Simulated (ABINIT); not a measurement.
**Run report: AlN, geometry relaxation (part 3 of 3)**

AlN (4 atoms in the cell); Kohn-Sham DFT of a periodic cell, LDA, PseudoDojo NC SR LDA v0.4.1 standard, no spin polarisation (ABINIT 10.8.3); cutoff 1142.88 eV, 8×8×5 k-mesh, fermi-dirac of 0.05 eV. The structure derives from an entry of the Crystallography Open Database.

Geometry of the input (Å; fractional positions):
```
3.1130  0.0000  0.0000
-1.5565  2.6959  0.0000
0.0000  0.0000  4.9810
Al 0.3333  0.6667  0.0000
Al 0.6667  0.3333  0.5000
N  0.3333  0.6667  0.3800
N  0.6667  0.3333  0.8800
```

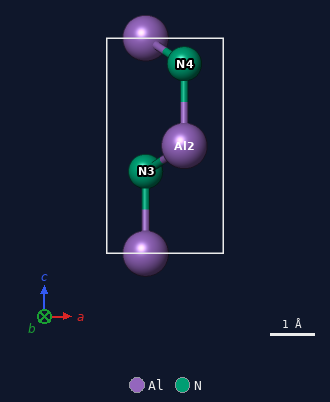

*The geometry at step 3 of the log (ball-and-stick view of the cell of the calculation, along the b axis; atoms are numbered from 1 in the order of the input).*

**The program's output, continued**
```
--- !ResultsGS
iteration_state: {dtset: 1, itime: 5, icycle: 1, }
comment   : Summary of ground state results
lattice_vectors:
- [  5.8245969,   0.0000000,   0.0000000, ]
- [ -2.9122984,   5.0442489,   0.0000000, ]
- [  0.0000000,   0.0000000,   9.3269007, ]
lattice_lengths: [   5.82460,    5.82460,    9.32690, ]
lattice_angles: [ 90.000,  90.000, 120.000, ] # degrees, (23, 13, 12)
lattice_volume:   2.7403102E+02
convergence: {deltae: -4.263E-14, res2:  1.806E-11, residm:  8.061E-10, diffor: null, }
etotal    :  -2.56874443E+01
entropy   :   0.00000000E+00
fermie    :   2.80303087E-01
cartesian_stress_tensor: # hartree/bohr^3
- [  1.76756473E-06,   0.00000000E+00,   0.00000000E+00, ]
- [  0.00000000E+00,   1.76756464E-06,   0.00000000E+00, ]
- [  0.00000000E+00,   0.00000000E+00,   4.68440189E-06, ]
pressure_GPa:  -8.0609E-02
xred      :
- [  3.3333E-01,   6.6667E-01,  -9.2394E-04, Al]
- [  6.6667E-01,   3.3333E-01,   4.9908E-01, Al]
- [  3.3333E-01,   6.6667E-01,   3.8092E-01,  N]
- [  6.6667E-01,   3.3333E-01,   8.8092E-01,  N]
cartesian_forces: # hartree/bohr
- [ -0.00000000E+00,  -0.00000000E+00,  -3.49214786E-05, ]
- [ -0.00000000E+00,  -0.00000000E+00,  -3.49214786E-05, ]
- [ -3.69830947E-28,  -2.13521997E-28,   3.49214786E-05, ]
- [  3.69830947E-28,   2.13521997E-28,   3.49214786E-05, ]
force_length_stats: {min:   3.49214786E-05, max:   3.49214786E-05, mean:   3.49214786E-05, }
...

 Integrated electronic density in atomic spheres:
 ------------------------------------------------
 Atom  Sphere_radius  Integrated_density
    1        2.00000          1.16641657
    2        2.00000          1.16641657
    3        2.00000          5.40004109
    4        2.00000          5.40004109

---OUTPUT-----------------------------------------------------------------------

 Cartesian coordinates (xcart) [bohr]
 -5.32354831951154E-17  3.36283257348965E+00 -8.61752001935076E-03
  2.91229843726351E+00  1.68141628674483E+00  4.65483283694000E+00
 -5.32354831951154E-17  3.36283257348965E+00  3.55283979130846E+00
  2.91229843726351E+00  1.68141628674483E+00  8.21629014826781E+00
 Reduced coordinates (xred)
  3.33333333333333E-01  6.66666666666667E-01 -9.23942506055701E-04
  6.66666666666667E-01  3.33333333333333E-01  4.99076057493944E-01
  3.33333333333333E-01  6.66666666666667E-01  3.80923942506056E-01
  6.66666666666667E-01  3.33333333333333E-01  8.80923942506056E-01
 Cartesian forces (fcart) [Ha/bohr]; max,rms= 3.49215E-05 2.01619E-05 (free atoms)
 -0.00000000000000E+00 -0.00000000000000E+00 -3.49214785666227E-05
 -0.00000000000000E+00 -0.00000000000000E+00 -3.49214785666227E-05
 -3.69830947089954E-28 -2.13521996853202E-28  3.49214785666227E-05
  3.69830947089954E-28  2.13521996853202E-28  3.49214785666227E-05
 Gradient of E wrt nuclear positions in reduced coordinates (gred)
  0.00000000000000E+00  0.00000000000000E+00  3.25709163374130E-04
  0.00000000000000E+00  0.00000000000000E+00  3.25709163374130E-04
  2.15411617852351E-27  1.15957812116374E-43 -3.25709163374130E-04
 -2.15411617852351E-27 -1.15957812116374E-43 -3.25709163374130E-04
 Scale of Primitive Cell (acell) [bohr]
  5.82459687452702E+00  5.82459687460551E+00  9.32690071391871E+00
 Real space primitive translations (rprimd) [bohr]
  5.82459687452702E+00  0.00000000000000E+00  0.00000000000000E+00
 -2.91229843726351E+00  5.04424886023448E+00  0.00000000000000E+00
  0.00000000000000E+00  0.00000000000000E+00  9.32690071391871E+00
 Unitary Cell Volume (ucvol) [Bohr^3]=  2.74031022394382E+02
 Angles (23,13,12)= [degrees]
  9.00000000000000E+01  9.00000000000000E+01  1.19999999999554E+02
 Lengths [Bohr]
  5.82459687452702E+00  5.82459687460551E+00  9.32690071391871E+00
 Stress tensor in cartesian coordinates (strten) [Ha/bohr^3]
  1.76756472581663E-06  0.00000000000000E+00  0.00000000000000E+00
  0.00000000000000E+00  1.76756463567216E-06  0.00000000000000E+00
  0.00000000000000E+00  0.00000000000000E+00  4.68440189083487E-06
 Total energy (etotal) [Ha]= -2.56874442889245E+01

 Difference of energy with previous step (new-old):
           Absolute (Ha)=-5.99538E-06
           Relative     =-2.33397E-07

--- Iteration: ( 6/60) Internal Cycle: (1/1)
--------------------------------------------------------------------------------

---SELF-CONSISTENT-FIELD CONVERGENCE--------------------------------------------

--- !BeginCycle
iteration_state: {dtset: 1, itime: 6, icycle: 1, }
solver: {iscf: 7, nstep: 100, nline: 4, wfoptalg: 0, }
tolerances: {tolvrs: 1.00E-10, }
...

     iter   Etot(hartree)      deltaE(h)  residm     vres2
 ETOT  1  -25.687442678593    -2.569E+01 5.890E-06 1.235E-02
 ETOT  2  -25.687443512367    -8.338E-07 2.965E-07 5.024E-03
 ETOT  3  -25.687444497784    -9.854E-07 3.731E-07 2.899E-04
 ETOT  4  -25.687444553932    -5.615E-08 1.927E-08 2.021E-06
 ETOT  5  -25.687444554121    -1.893E-10 4.376E-09 1.903E-08
 ETOT  6  -25.687444554123    -1.652E-12 1.048E-09 1.526E-10
 ETOT  7  -25.687444554123    -2.096E-13 1.413E-10 2.449E-12

 At SCF step    7       vres2   =  2.45E-12 < tolvrs=  1.00E-10 =>converged.

 Cartesian components of stress tensor (hartree/bohr^3)
  sigma(1 1)=  4.43620848E-07  sigma(3 2)=  0.00000000E+00
  sigma(2 2)=  4.43620758E-07  sigma(3 1)=  0.00000000E+00
  sigma(3 3)=  1.80838562E-06  sigma(2 1)=  0.00000000E+00

--- !ResultsGS
iteration_state: {dtset: 1, itime: 6, icycle: 1, }
comment   : Summary of ground state results
lattice_vectors:
- [  5.8246314,   0.0000000,   0.0000000, ]
- [ -2.9123157,   5.0442788,   0.0000000, ]
- [  0.0000000,   0.0000000,   9.3241967, ]
lattice_lengths: [   5.82463,    5.82463,    9.32420, ]
lattice_angles: [ 90.000,  90.000, 120.000, ] # degrees, (23, 13, 12)
lattice_volume:   2.7395482E+02
convergence: {deltae: -2.096E-13, res2:  2.449E-12, residm:  1.413E-10, diffor: null, }
etotal    :  -2.56874446E+01
entropy   :   0.00000000E+00
fermie    :   2.80354539E-01
cartesian_stress_tensor: # hartree/bohr^3
- [  4.43620848E-07,   0.00000000E+00,   0.00000000E+00, ]
- [  0.00000000E+00,   4.43620758E-07,   0.00000000E+00, ]
- [  0.00000000E+00,   0.00000000E+00,   1.80838562E-06, ]
pressure_GPa:  -2.6436E-02
xred      :
- [  3.3333E-01,   6.6667E-01,  -9.7585E-04, Al]
- [  6.6667E-01,   3.3333E-01,   4.9902E-01, Al]
- [  3.3333E-01,   6.6667E-01,   3.8098E-01,  N]
- [  6.6667E-01,   3.3333E-01,   8.8098E-01,  N]
cartesian_forces: # hartree/bohr
- [ -0.00000000E+00,  -0.00000000E+00,   2.27255167E-05, ]
- [ -0.00000000E+00,  -0.00000000E+00,   2.27255167E-05, ]
- [  3.69828755E-28,   2.13520731E-28,  -2.27255167E-05, ]
- [ -3.69828755E-28,  -2.13520731E-28,  -2.27255167E-05, ]
force_length_stats: {min:   2.27255167E-05, max:   2.27255167E-05, mean:   2.27255167E-05, }
...

 Integrated electronic density in atomic spheres:
 ------------------------------------------------
 Atom  Sphere_radius  Integrated_density
    1        2.00000          1.16634099
    2        2.00000          1.16634099
    3        2.00000          5.39988203
    4        2.00000          5.39988203

---OUTPUT-----------------------------------------------------------------------

 Cartesian coordinates (xcart) [bohr]
  2.07825796074627E-17  3.36285250831786E+00 -9.09903244880824E-03
  2.91231570133116E+00  1.68142625415893E+00  4.65299930529951E+00
  2.07825796074627E-17  3.36285250831786E+00  3.55229376913753E+00
  2.91231570133116E+00  1.68142625415893E+00  8.21439210688585E+00
 Reduced coordinates (xred)
  3.33333333333333E-01  6.66666666666667E-01 -9.75851621911825E-04
  6.66666666666667E-01  3.33333333333333E-01  4.99024148378088E-01
  3.33333333333333E-01  6.66666666666667E-01  3.80975851621912E-01
  6.66666666666667E-01  3.33333333333333E-01  8.80975851621912E-01
 Cartesian forces (fcart) [Ha/bohr]; max,rms= 2.27255E-05 1.31206E-05 (free atoms)
 -0.00000000000000E+00 -0.00000000000000E+00  2.27255166936894E-05
 -0.00000000000000E+00 -0.00000000000000E+00  2.27255166936894E-05
  3.69828754749855E-28  2.13520731105056E-28 -2.27255166936894E-05
 -3.69828754749855E-28 -2.13520731105056E-28 -2.27255166936894E-05
 Gradient of E wrt nuclear positions in reduced coordinates (gred)
  0.00000000000000E+00 -0.00000000000000E+00 -2.11897187204242E-04
  0.00000000000000E+00 -0.00000000000000E+00 -2.11897187204242E-04
 -2.15411617852351E-27 -1.13737929327374E-43  2.11897187204242E-04
  2.15411617852351E-27  1.13737929327374E-43  2.11897187204242E-04
 Scale of Primitive Cell (acell) [bohr]
  5.82463140266232E+00  5.82463140274082E+00  9.32419667549664E+00
 Real space primitive translations (rprimd) [bohr]
  5.82463140266232E+00  0.00000000000000E+00  0.00000000000000E+00
 -2.91231570133116E+00  5.04427876247680E+00  0.00000000000000E+00
  0.00000000000000E+00  0.00000000000000E+00  9.32419667549664E+00
 Unitary Cell Volume (ucvol) [Bohr^3]=  2.73954823781514E+02
 Angles (23,13,12)= [degrees]
  9.00000000000000E+01  9.00000000000000E+01  1.19999999999554E+02
 Lengths [Bohr]
  5.82463140266232E+00  5.82463140274082E+00  9.32419667549664E+00
 Stress tensor in cartesian coordinates (strten) [Ha/bohr^3]
  4.43620848389770E-07  0.00000000000000E+00  0.00000000000000E+00
  0.00000000000000E+00  4.43620758242697E-07  0.00000000000000E+00
  0.00000000000000E+00  0.00000000000000E+00  1.80838562485091E-06
 Total energy (etotal) [Ha]= -2.56874445541229E+01

 Difference of energy with previous step (new-old):
           Absolute (Ha)=-2.65198E-07
           Relative     =-1.03240E-08

 At Broyd/MD step   6, gradients are converged :
  max grad (force/stress) = 1.8084E-04 < tolmxf= 2.0000E-04 ha/bohr (free atoms)

================================================================================

 ----iterations are completed or convergence reached----

 Mean square residual over all n,k,spin=   84.428E-14; max=  14.132E-11
 reduced coordinates (array xred) for    4 atoms
       0.333333333333      0.666666666667     -0.000975851622
       0.666666666667      0.333333333333      0.499024148378
       0.333333333333      0.666666666667      0.380975851622
       0.666666666667      0.333333333333      0.880975851622
 rms dE/dt=  1.2234E-04; max dE/dt=  2.1189E-04; dE/dt below (all hartree)
    1       0.000000000000      0.000000000000     -0.000211906009
    2       0.000000000000      0.000000000000     -0.000211906009
    3      -0.000000000000      0.000000000000      0.000211888365
    4       0.000000000000      0.000000000000      0.000211888365

 cartesian coordinates (angstrom) at end:
    1      0.00000000000000     1.77954490982254    -0.00481500060991
    2      1.54113109905392     0.88977245491127     2.46226119304157
    3      0.00000000000000     1.77954490982254     1.87979290778503
    4      1.54113109905392     0.88977245491127     4.34686910143651

 cartesian forces (hartree/bohr) at end:
    1     -0.00000000000000    -0.00000000000000     0.00002272551669
    2     -0.00000000000000    -0.00000000000000     0.00002272551669
    3      0.00000000000000     0.00000000000000    -0.00002272551669
    4     -0.00000000000000    -0.00000000000000    -0.00002272551669
 frms,max,avg= 1.3120583E-05 2.2725517E-05   0.000E+00  0.000E+00  9.461E-10 h/b

 cartesian forces (eV/Angstrom) at end:
    1     -0.00000000000000    -0.00000000000000     0.00116859305365
    2     -0.00000000000000    -0.00000000000000     0.00116859305365
    3      0.00000000000000     0.00000000000000    -0.00116859305365
    4     -0.00000000000000    -0.00000000000000    -0.00116859305365
 frms,max,avg= 6.7468751E-04 1.1685931E-03   0.000E+00  0.000E+00  4.865E-08 e/A
 length scales=  5.824631402662  5.824631402741  9.324196675497 bohr
              =  3.082262198108  3.082262198149  4.934152387303 angstroms
 Fermi (or HOMO) energy (hartree) =   0.28035   Average Vxc (hartree)=  -0.40752
 Eigenvalues (hartree) for nkpt=  30  k points:
 kpt#   1, nband= 12, wtk=  0.00313, kpt=  0.0000  0.0000  0.0000 (reduced coord)
  -0.33925   -0.25423   -0.00782    0.18644    0.18644    0.21086    0.21086    0.21923
   0.38423    0.46912    0.61238    0.63007
      occupation numbers for kpt#   1
   2.00000    2.00000    2.00000    2.00000    2.00000    2.00000    2.00000    2.00000
   0.00000    0.00000    0.00000    0.00000
 prteigrs : prtvol=0 or 1, do not print more k-points.

 Fermi (or HOMO) energy (eV) =   7.62884   Average Vxc (eV)= -11.08909
 Eigenvalues (   eV  ) for nkpt=  30  k points:
 kpt#   1, nband= 12, wtk=  0.00313, kpt=  0.0000  0.0000  0.0000 (reduced coord)
  -9.23145   -6.91806   -0.21291    5.07331    5.07331    5.73772    5.73772    5.96553
  10.45549   12.76535   16.66375   17.14498
 prteigrs : prtvol=0 or 1, do not print more k-points.

--- !EnergyTerms
iteration_state     : {dtset: 1, itime: 6, icycle: 1, }
comment             : Components of total free energy in Hartree
kinetic             :  1.65194685631428E+01
hartree             :  5.56102323247115E+00
xc                  : -8.53193548855845E+00
Ewald energy        : -2.19568710989069E+01
psp_core            :  6.87081416520258E-01
local_psp           : -1.65275760125847E+01
non_local_psp       : -1.43863516620698E+00
internal            : -2.56874445541229E+01
'-kT*entropy'       :  1.25294870812290E-15
total_energy        : -2.56874445541229E+01
total_energy_eV     : -6.98990975434460E+02
band_energy         :  4.06842919635827E-01
...

 rms coord change=  5.6341E-04   atom, delta coord (reduced):
     1        0.000000000000      0.000000000000     -0.000975851622
     2        0.000000000000      0.000000000000     -0.000975851622
     3        0.000000000000      0.000000000000      0.000975851622
     4        0.000000000000      0.000000000000      0.000975851622

 Cartesian components of stress tensor (hartree/bohr^3)
  sigma(1 1)=  4.43620848E-07  sigma(3 2)=  0.00000000E+00
  sigma(2 2)=  4.43620758E-07  sigma(3 1)=  0.00000000E+00
  sigma(3 3)=  1.80838562E-06  sigma(2 1)=  0.00000000E+00

-Cartesian components of stress tensor (GPa)         [Pressure= -2.6436E-02 GPa]
- sigma(1 1)=  1.30517760E-02  sigma(3 2)=  0.00000000E+00
- sigma(2 2)=  1.30517733E-02  sigma(3 1)=  0.00000000E+00
- sigma(3 3)=  5.32045420E-02  sigma(2 1)=  0.00000000E+00

== END DATASET(S) ==============================================================
================================================================================

 -outvars: echo values of variables after computation  --------
            acell      5.8246314027E+00  5.8246314027E+00  9.3241966755E+00 Bohr
           etotal     -2.5687444554E+01
            fcart     -0.0000000000E+00 -0.0000000000E+00  2.2725516694E-05
                      -0.0000000000E+00 -0.0000000000E+00  2.2725516694E-05
                       3.6982875475E-28  2.1352073111E-28 -2.2725516694E-05
                      -3.6982875475E-28 -2.1352073111E-28 -2.2725516694E-05
            rprim      1.0000000000E+00  0.0000000000E+00  0.0000000000E+00
                      -4.9999999999E-01  8.6602540379E-01  0.0000000000E+00
                       0.0000000000E+00  0.0000000000E+00  1.0000000000E+00
           strten      4.4362084839E-07  4.4362075824E-07  1.8083856249E-06
                       0.0000000000E+00  0.0000000000E+00  0.0000000000E+00
           xangst      1.0997667505E-17  1.7795449098E+00 -4.8150006099E-03
                       1.5411310991E+00  8.8977245491E-01  2.4622611930E+00
                       1.0997667505E-17  1.7795449098E+00  1.8797929078E+00
                       1.5411310991E+00  8.8977245491E-01  4.3468691014E+00
             xred      3.3333333333E-01  6.6666666667E-01 -9.7585162191E-04
                       6.6666666667E-01  3.3333333333E-01  4.9902414838E-01
                       3.3333333333E-01  6.6666666667E-01  3.8097585162E-01
                       6.6666666667E-01  3.3333333333E-01  8.8097585162E-01
 Calculation completed.
```

**Trajectory as extended XYZ (Å, eV, eV/Å), 6 frames, from step=0 to step=5**
```
4
Lattice="3.1130 0.0000 0.0000 -1.5565 2.6959 0.0000 0.0000 0.0000 4.9810" Properties=species:S:1:pos:R:3:forces:R:3 step=0 energy=-698.96722
Al    0.0000    1.7973    0.0000    0.0000   0.0000  -0.1142
Al    1.5565    0.8986    2.4905    0.0000   0.0000  -0.1142
N     0.0000    1.7973    1.8928    0.0000   0.0000   0.1142
N     1.5565    0.8986    4.3833    0.0000   0.0000   0.1142
4
Lattice="3.0926 0.0000 0.0000 -1.5463 2.6783 0.0000 0.0000 0.0000 4.9574" Properties=species:S:1:pos:R:3:forces:R:3 step=1 energy=-698.98702
Al    0.0000    1.7855   -0.0012    0.0000   0.0000  -0.0737
Al    1.5463    0.8928    2.4775    0.0000   0.0000  -0.0737
N     0.0000    1.7855    1.8850    0.0000   0.0000   0.0737
N     1.5463    0.8928    4.3637    0.0000   0.0000   0.0737
4
Lattice="3.0794 0.0000 0.0000 -1.5397 2.6668 0.0000 0.0000 0.0000 4.9412" Properties=species:S:1:pos:R:3:forces:R:3 step=2 energy=-698.99074
Al    0.0000    1.7779   -0.0024    0.0000   0.0000  -0.0336
Al    1.5397    0.8889    2.4682    0.0000   0.0000  -0.0336
N     0.0000    1.7779    1.8801    0.0000   0.0000   0.0336
N     1.5397    0.8889    4.3507    0.0000   0.0000   0.0336
4
Lattice="3.0801 0.0000 0.0000 -1.5400 2.6674 0.0000 0.0000 0.0000 4.9406" Properties=species:S:1:pos:R:3:forces:R:3 step=3 energy=-698.99081
Al    0.0000    1.7783   -0.0027    0.0000   0.0000  -0.0288
Al    1.5400    0.8891    2.4676    0.0000   0.0000  -0.0288
N     0.0000    1.7783    1.8802    0.0000   0.0000   0.0288
N     1.5400    0.8891    4.3505    0.0000   0.0000   0.0288
4
Lattice="3.0822 0.0000 0.0000 -1.5411 2.6693 0.0000 0.0000 0.0000 4.9356" Properties=species:S:1:pos:R:3:forces:R:3 step=4 energy=-698.99097
Al    0.0000    1.7795   -0.0046    0.0000   0.0000  -0.0018
Al    1.5411    0.8898    2.4632    0.0000   0.0000  -0.0018
N     0.0000    1.7795    1.8801    0.0000   0.0000   0.0018
N     1.5411    0.8898    4.3479    0.0000   0.0000   0.0018
4
Lattice="3.0823 0.0000 0.0000 -1.5411 2.6693 0.0000 0.0000 0.0000 4.9342" Properties=species:S:1:pos:R:3:forces:R:3 step=5 energy=-698.99098
Al    0.0000    1.7795   -0.0048    0.0000   0.0000   0.0012
Al    1.5411    0.8898    2.4623    0.0000   0.0000   0.0012
N     0.0000    1.7795    1.8798    0.0000   0.0000  -0.0012
N     1.5411    0.8898    4.3469    0.0000   0.0000  -0.0012
```

**Results in brief**

| quantity | value |
| --- | --- |
| outcome | converged |
| space group (tolerance 0.01 Å) | P6₃mc (186) |
| electrons treated | 16 |
| free energy | −698.9910 eV |
| Fermi energy | 7.629 eV |
| gap on the k-point mesh | 4.49 eV |
| pressure | −0.03 GPa |
| final volume | 40.60 Å³ |
| largest force (length of the vector) at the end | 0.001 eV/Å |
| final cell | a = 3.082 Å, b = 3.082 Å, c = 4.934 Å, α = 90.00°, β = 90.00°, γ = 120.00° |
| hardware | 1 thread of Intel Xeon @ 2.90GHz (Ice Lake), 128 GiB of memory available, shared host |
| wall time | 4.4 min |
| peak memory | 0.1 GiB |
